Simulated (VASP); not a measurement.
# Geometry relaxation of C (part 3 of 3)

Continued. System: C (P6₃/mmc, 4 atoms in the cell). Method: Kohn-Sham DFT of a periodic cell, PBE with D3(BJ), VASP PAW PBE potentials, recommended, no spin polarisation (VASP 6.6.1); cutoff 350 eV, 15×15×6 k-mesh, Gaussian smearing of 0.02 eV. The structure derives from an entry of the Crystallography Open Database.

Geometry of the input (Å; fractional positions):
```
2.4560  0.0000  0.0000
-1.2280  2.1270  0.0000
0.0000  0.0000  6.6960
C  0.0000  0.0000  0.7500
C  0.0000  0.0000  0.2500
C  0.3333  0.6667  0.7500
C  0.6667  0.3333  0.2500
```

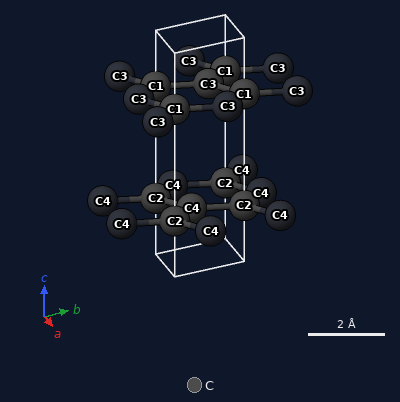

*The geometry at step 4 of the log (ball-and-stick view of the cell of the calculation, seen slightly off an axis; neighbours outside the cell are drawn fainter; atoms are numbered from 1 in the order of the input).*

Parts of OUTCAR, continued:
```
  FREE ENERGIE OF THE ION-ELECTRON SYSTEM (eV)
  ---------------------------------------------------
  free  energy   TOTEN  =       -37.6104304526 eV

  energy  without entropy=      -37.6103407869  energy(sigma->0) =      -37.61038562

--------------------------------------- Ionic step        5  -------------------------------------------

 number of electron      16.0000002 magnetization

------------------------ aborting loop because EDIFF is reached ----------------------------------------

 Edisp (eV)   -0.69046

 E8    (eV) :    -0.1979

  FORCE on cell =-STRESS in cart. coord.  units (eV):
  Direction    XX          YY          ZZ          XY          YZ          ZX
  --------------------------------------------------------------------------------------
  -------------------------------------------------------------------------------------
  Total      -3.55476    -3.55476     0.30518     0.00000    -0.00000    -0.00000
  in kB    -173.20154  -173.20154    14.86940     0.00000    -0.00000    -0.00000
  external pressure =     -110.51 kB  Pullay stress =        0.00 kB

 VOLUME and BASIS-vectors are now :
 -----------------------------------------------------------------------------
  energy-cutoff  :      350.00
  volume of cell :       32.88
      direct lattice vectors                 reciprocal lattice vectors
     2.486522705  0.000000000  0.000000000     0.402168055  0.232191835 -0.000000000
    -1.243261353  2.153391828  0.000000000    -0.000000000  0.464383670  0.000000000
     0.000000000 -0.000000000  6.141198384    -0.000000000 -0.000000000  0.162834668

 POSITION                                       TOTAL-FORCE (eV/Angst)
 -----------------------------------------------------------------------------------
      0.00000     -0.00000      4.60590         0.000000     -0.000000      0.000000
      0.00000     -0.00000      1.53530        -0.000000      0.000000      0.000000
     -0.00000      1.43559      4.60590        -0.000000     -0.000000      0.000000
      1.24326      0.71780      1.53530        -0.000000      0.000000     -0.000000
 -----------------------------------------------------------------------------------
    total drift:                                0.000000     -0.000000      0.000000

  FREE ENERGIE OF THE ION-ELECTRON SYSTEM (eV)
  ---------------------------------------------------
  free  energy   TOTEN  =       -37.5680349201 eV

  energy  without entropy=      -37.5679668065  energy(sigma->0) =      -37.56800086

--------------------------------------- Ionic step        6  -------------------------------------------

 number of electron      16.0000002 magnetization

------------------------ aborting loop because EDIFF is reached ----------------------------------------

 Edisp (eV)   -0.68252

 E8    (eV) :    -0.1953

  FORCE on cell =-STRESS in cart. coord.  units (eV):
  Direction    XX          YY          ZZ          XY          YZ          ZX
  --------------------------------------------------------------------------------------
  -------------------------------------------------------------------------------------
  Total      -0.00167    -0.00167     0.01910    -0.00000     0.00000     0.00000
  in kB      -0.08204    -0.08204     0.93979    -0.00000     0.00000     0.00000
  external pressure =        0.26 kB  Pullay stress =        0.00 kB

 VOLUME and BASIS-vectors are now :
 -----------------------------------------------------------------------------
  energy-cutoff  :      350.00
  volume of cell :       32.56
      direct lattice vectors                 reciprocal lattice vectors
     2.457208708  0.000000000  0.000000000     0.406965838  0.234961836 -0.000000000
    -1.228604354  2.128005162  0.000000000    -0.000000000  0.469923672  0.000000000
     0.000000000 -0.000000000  6.226193150    -0.000000000 -0.000000000  0.160611786

 POSITION                                       TOTAL-FORCE (eV/Angst)
 -----------------------------------------------------------------------------------
      0.00000     -0.00000      4.66964        -0.000000     -0.000000     -0.000000
      0.00000     -0.00000      1.55655         0.000000      0.000000     -0.000000
     -0.00000      1.41867      4.66964        -0.000000      0.000000      0.000000
      1.22860      0.70934      1.55655         0.000000     -0.000000      0.000000
 -----------------------------------------------------------------------------------
    total drift:                                0.000000     -0.000000      0.000000

  FREE ENERGIE OF THE ION-ELECTRON SYSTEM (eV)
  ---------------------------------------------------
  free  energy   TOTEN  =       -37.6129078442 eV

  energy  without entropy=      -37.6128225751  energy(sigma->0) =      -37.61286521

--------------------------------------- Ionic step        7  -------------------------------------------

 number of electron      16.0000002 magnetization

------------------------ aborting loop because EDIFF is reached ----------------------------------------

 Edisp (eV)   -0.68248

 E8    (eV) :    -0.1952

  FORCE on cell =-STRESS in cart. coord.  units (eV):
  Direction    XX          YY          ZZ          XY          YZ          ZX
  --------------------------------------------------------------------------------------
  -------------------------------------------------------------------------------------
  Total       0.01536     0.01536     0.01532    -0.00000    -0.00000     0.00000
  in kB       0.75600     0.75600     0.75402    -0.00000    -0.00000     0.00000
  external pressure =        0.76 kB  Pullay stress =        0.00 kB

 VOLUME and BASIS-vectors are now :
 -----------------------------------------------------------------------------
  energy-cutoff  :      350.00
  volume of cell :       32.55
      direct lattice vectors                 reciprocal lattice vectors
     2.457071101  0.000000000  0.000000000     0.406988629  0.234974995 -0.000000000
    -1.228535551  2.127885991  0.000000000    -0.000000000  0.469949990  0.000000000
     0.000000000 -0.000000000  6.226592135    -0.000000000 -0.000000000  0.160601494

 POSITION                                       TOTAL-FORCE (eV/Angst)
 -----------------------------------------------------------------------------------
      0.00000     -0.00000      4.66994         0.000000     -0.000000      0.000000
      0.00000     -0.00000      1.55665        -0.000000      0.000000     -0.000000
     -0.00000      1.41859      4.66994         0.000000     -0.000000      0.000000
      1.22854      0.70930      1.55665        -0.000000      0.000000     -0.000000
 -----------------------------------------------------------------------------------
    total drift:                                0.000000     -0.000000      0.000000

  FREE ENERGIE OF THE ION-ELECTRON SYSTEM (eV)
  ---------------------------------------------------
  free  energy   TOTEN  =       -37.6129083561 eV

  energy  without entropy=      -37.6128230057  energy(sigma->0) =      -37.61286568

--------------------------------------- Ionic step        8  -------------------------------------------

 number of electron      16.0000002 magnetization

 Free energy of the ion-electron system (eV)
  ---------------------------------------------------
  ext. energy  EPLUGINS =         0.00000000
  ---------------------------------------------------
  free energy    TOTEN  =       -36.93079105 eV

  energy without entropy =      -36.93070521  energy(sigma->0) =      -36.93074813

 E-fermi :   5.3973     XC(G=0): -10.8588     alpha+bet :-12.3082

 val. band max:        5.3767220355   @ k =   0.3333   0.3333   0.1667
 cond. band min:       5.3988903699   @ k =   0.3333   0.3333   0.5000
 fundamental gap:      0.0221683343
 Fermi energy:         5.3973455688

 k-point     1 :       0.0000    0.0000    0.0000
  band No.  band energies     occupation
      1     -14.4244      2.00000
      2     -13.9069      2.00000
      3      -3.5156      2.00000
      4      -0.7054      2.00000
      5       2.4162      2.00000
      6       2.4162      2.00000
      7       2.4452      2.00000
      8       2.4452      2.00000
      9      10.4032      0.00000
     10      13.8445      0.00000
     11      13.8445      0.00000
     12      13.9564      0.00000

 k-point     2 :       0.0667    0.0000    0.0000
  band No.  band energies     occupation
      1     -14.3173      2.00000
      2     -13.8027      2.00000
      3      -3.3852      2.00000
      4      -0.5883      2.00000
      5       1.9700      2.00000
      6       2.0256      2.00000
      7       2.1815      2.00000
      8       2.2263      2.00000
      9      10.5261      0.00000
     10      13.8758      0.00000
     11      14.0003      0.00000
     12      14.3013      0.00000

 k-point     3 :       0.1333    0.0000    0.0000
  band No.  band energies     occupation
      1     -13.9961      2.00000
      2     -13.4906      2.00000
      3      -2.9951      2.00000
      4      -0.2333      2.00000
      5       0.8134      2.00000
      6       0.9114      2.00000
      7       1.5923      2.00000
      8       1.6672      2.00000
      9      10.8988      0.00000
     10      13.8481      0.00000
     11      14.0690      0.00000
     12      15.3544      0.00000

 k-point     4 :       0.2000   -0.0000    0.0000
  band No.  band energies     occupation
      1     -13.4633      2.00000
      2     -12.9729      2.00000
      3      -2.3503      2.00000
      4      -0.7655      2.00000
      5      -0.6196      2.00000
      6       0.3493      2.00000
      7       0.8739      2.00000
      8       0.9646      2.00000
      9      11.5199      0.00000
     10      13.6257      0.00000
     11      13.7233      0.00000
     12      14.0168      0.00000

 k-point     5 :       0.2667    0.0000    0.0000
  band No.  band energies     occupation
      1     -12.7233      2.00000
      2     -12.2533      2.00000
      3      -2.5346      2.00000
      4      -2.3343      2.00000
      5      -1.4646      2.00000
      6       0.1792      2.00000
      7       0.2782      2.00000
      8       1.1359      2.00000
      9      11.7872      0.00000
     10      12.3671      0.00000
     11      12.8519      0.00000
     12      13.3162      0.00000

 [... the levels of 18 k-points are left out ...]

 k-point    24 :       0.4000    0.2000    0.0000
  band No.  band energies     occupation
      1      -8.3776      2.00000
      2      -8.1912      2.00000
      3      -7.3302      2.00000
      4      -7.2132      2.00000
      5      -3.5311      2.00000
      6      -3.3390      2.00000
      7       3.2579      2.00000
      8       4.2054      2.00000
      9       6.9432      0.00000
     10       6.9986      0.00000
     11      15.9380      0.00000
     12      16.8852      0.00000

 [... further k-points ...]

------------------------ aborting loop because EDIFF is reached ----------------------------------------

 Edisp (eV)   -0.68212

 E8    (eV) :    -0.1951

  FORCE on cell =-STRESS in cart. coord.  units (eV):
  Direction    XX          YY          ZZ          XY          YZ          ZX
  --------------------------------------------------------------------------------------
  -------------------------------------------------------------------------------------
  Total       0.00673     0.00673     0.00366    -0.00000     0.00000     0.00000
  in kB       0.33129     0.33129     0.18000    -0.00000     0.00000     0.00000
  external pressure =        0.28 kB  Pullay stress =        0.00 kB

 VOLUME and BASIS-vectors are now :
 -----------------------------------------------------------------------------
  energy-cutoff  :      350.00
  volume of cell :       32.57
      direct lattice vectors                 reciprocal lattice vectors
     2.457119911 -0.000000000  0.000000000     0.406980545  0.234970327 -0.000000000
    -1.228559956  2.127928262  0.000000000     0.000000000  0.469940654  0.000000000
     0.000000000 -0.000000000  6.229457051    -0.000000000 -0.000000000  0.160527634

 POSITION                                       TOTAL-FORCE (eV/Angst)
 -----------------------------------------------------------------------------------
      0.00000     -0.00000      4.67209         0.000000     -0.000000     -0.000000
      0.00000     -0.00000      1.55736        -0.000000      0.000000     -0.000000
     -0.00000      1.41862      4.67209        -0.000000     -0.000000     -0.000000
      1.22856      0.70931      1.55736         0.000000      0.000000      0.000000
 -----------------------------------------------------------------------------------
    total drift:                                0.000000     -0.000000      0.000000

  FREE ENERGIE OF THE ION-ELECTRON SYSTEM (eV)
  ---------------------------------------------------
  free  energy   TOTEN  =       -37.6129141607 eV

  energy  without entropy=      -37.6128283189  energy(sigma->0) =      -37.61287124

 reached required accuracy - stopping structural energy minimisation
```

CONTCAR:
```
C
   1.00000000000000
     2.4571199113632742   -0.0000000000000000    0.0000000000000000
    -1.2285599556816371    2.1279282616883264    0.0000000000000000
     0.0000000000000000   -0.0000000000000000    6.2294570513733145
  C
     4
Direct
     0.0000000000000000    0.0000000000000000    0.7500000000000000
     0.0000000000000000    0.0000000000000000    0.2500000000000000
     0.3333333300000021    0.6666666699999979    0.7500000000000000
     0.6666666699999979    0.3333333300000021    0.2500000000000000

  0.00000000E+00  0.00000000E+00  0.00000000E+00
  0.00000000E+00  0.00000000E+00  0.00000000E+00
  0.00000000E+00  0.00000000E+00  0.00000000E+00
  0.00000000E+00  0.00000000E+00  0.00000000E+00
```

Trajectory as extended XYZ (Å, eV, eV/Å), 8 frames, from step=0 to step=7:
```
4
Lattice="2.4560 0.0000 0.0000 -1.2280 2.1270 0.0000 0.0000 0.0000 6.6960" Properties=species:S:1:pos:R:3:forces:R:3 step=0 energy=-37.55175
C     0.0000    0.0000    5.0220    0.0000   0.0000   0.0000
C     0.0000    0.0000    1.6740    0.0000   0.0000   0.0000
C     0.0000    1.4180    5.0220    0.0000   0.0000   0.0000
C     1.2280    0.7090    1.6740    0.0000   0.0000   0.0000
4
Lattice="2.4543 0.0000 0.0000 -1.2271 2.1255 0.0000 0.0000 -0.0000 6.5592" Properties=species:S:1:pos:R:3:forces:R:3 step=1 energy=-37.58154
C     2.4543    0.0000    4.9194    0.0000   0.0000   0.0000
C    -1.2271    2.1255    1.6398    0.0000   0.0000   0.0000
C     0.0000    1.4170    4.9194    0.0000   0.0000   0.0000
C     1.2271    0.7085    1.6398    0.0000   0.0000   0.0000
4
Lattice="2.4515 0.0000 0.0000 -1.2258 2.1231 0.0000 0.0000 -0.0000 6.3401" Properties=species:S:1:pos:R:3:forces:R:3 step=2 energy=-37.60783
C     0.0000    0.0000    4.7551    0.0000   0.0000   0.0000
C     0.0000    0.0000    1.5850    0.0000   0.0000   0.0000
C     0.0000    1.4154    4.7551    0.0000   0.0000   0.0000
C     1.2258    0.7077    1.5850    0.0000   0.0000   0.0000
4
Lattice="2.4503 0.0000 0.0000 -1.2252 2.1220 0.0000 0.0000 -0.0000 6.2461" Properties=species:S:1:pos:R:3:forces:R:3 step=3 energy=-37.61043
C     2.4503    0.0000    4.6846    0.0000   0.0000   0.0000
C    -1.2252    2.1220    1.5615    0.0000   0.0000   0.0000
C     0.0000    1.4147    4.6846    0.0000   0.0000   0.0000
C     1.2252    0.7073    1.5615    0.0000   0.0000   0.0000
4
Lattice="2.4865 0.0000 0.0000 -1.2433 2.1534 0.0000 0.0000 -0.0000 6.1412" Properties=species:S:1:pos:R:3:forces:R:3 step=4 energy=-37.56803
C     0.0000    0.0000    4.6059    0.0000   0.0000   0.0000
C     0.0000    0.0000    1.5353    0.0000   0.0000   0.0000
C     0.0000    1.4356    4.6059    0.0000   0.0000   0.0000
C     1.2433    0.7178    1.5353    0.0000   0.0000   0.0000
4
Lattice="2.4572 0.0000 0.0000 -1.2286 2.1280 0.0000 0.0000 -0.0000 6.2262" Properties=species:S:1:pos:R:3:forces:R:3 step=5 energy=-37.61291
C     0.0000    0.0000    4.6696    0.0000   0.0000   0.0000
C     0.0000    0.0000    1.5565    0.0000   0.0000   0.0000
C     0.0000    1.4187    4.6696    0.0000   0.0000   0.0000
C     1.2286    0.7093    1.5565    0.0000   0.0000   0.0000
4
Lattice="2.4571 0.0000 0.0000 -1.2285 2.1279 0.0000 0.0000 -0.0000 6.2266" Properties=species:S:1:pos:R:3:forces:R:3 step=6 energy=-37.61291
C     0.0000    0.0000    4.6699    0.0000   0.0000   0.0000
C     0.0000    0.0000    1.5566    0.0000   0.0000   0.0000
C     0.0000    1.4186    4.6699    0.0000   0.0000   0.0000
C     1.2285    0.7093    1.5566    0.0000   0.0000   0.0000
4
Lattice="2.4571 -0.0000 0.0000 -1.2286 2.1279 0.0000 0.0000 -0.0000 6.2295" Properties=species:S:1:pos:R:3:forces:R:3 step=7 energy=-37.61291
C     0.0000    0.0000    4.6721    0.0000   0.0000   0.0000
C     0.0000    0.0000    1.5574    0.0000   0.0000   0.0000
C     0.0000    1.4186    4.6721    0.0000   0.0000   0.0000
C     1.2286    0.7093    1.5574    0.0000   0.0000   0.0000
```
